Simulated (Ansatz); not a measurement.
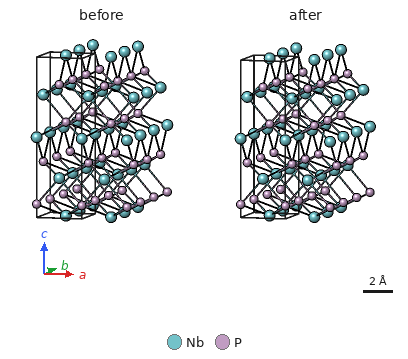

The structure of crystalline NbP (set up in I4_1md) before (left) and after (right) a relaxation, at one scale.

Style: ball-and-stick. Shown: the conventional cell (2 times the calculation's cell), repeated 2 × 3 × 1 with one cell outlined, slightly off an axis. Lengths and directions refer to the drawn axes.

The run lets cell and atoms move.

Level of theory: Ansatz 0.2.0, Kohn-Sham DFT of a periodic cell, PBE with D3(BJ), Ansatz PAW.

Input file:
```yaml
crystal:
  lattice:
    - [-1.6749232544, 1.6749232544, 5.7401081759]
    - [1.6749232544, -1.6749232544, 5.7401081759]
    - [1.6749232544, 1.6749232544, -5.7401081759]
  atoms:
    - { symbol: Nb, position: [0.2498808, 0.7498808, 0.5] }
    - { symbol: Nb, position: [0.4998808, 0.4998808, 0.0] }
    - { symbol: P, position: [0.83274777, 0.33274777, 0.5] }
    - { symbol: P, position: [0.08274777, 0.08274777, 0.0] }
hamiltonian:
  xc: pbe
  pseudopotentials: { kind: paw }
  dispersion: d3bj
kpoints:
  mp_grid: { grid: [11, 11, 11] }
scf:
  occupations: { method: fermi_dirac, width: 0.05 }
output:
  forces: true
  stress: true
relax:
  f_tol: 0.01
  max_steps: 40
  cell: { stress_tol: 0.05 }
```

Run as
```bash
ansatz run input.yaml --threads 2 --pin off --max-ram 5632MiB --backend cpu --events-out ev --progress --plain --runs-dir out
```

Q: What changed between the two?

A: The largest moves relative to the cell, 0.004 Å, are those of Nb and P atoms. By element the largest moves are Nb 0.004 Å, P 0.004 Å. Cell: a = b 3.350 → 3.316 Å (−1.0 %), c 11.480 → 11.255 Å (−2.0 %). Volume −3.9 %. Among the contacts that change: Nb–Nb 3.323 → 3.266 Å, Nb–P 2.547 → 2.514 Å. The space group stays I4_1md (No. 109). The energy falls by 15.4 meV per atom in 3 accepted moves (4 points after the start). The largest force component goes from 0.017 to 0.0015 eV/Å. The pressure goes from −7.39 to −0.01 GPa. At 1 point the geometry stayed and the basis and grid were re-selected for the new cell (energy shift of 0.1 meV per atom at most each time).
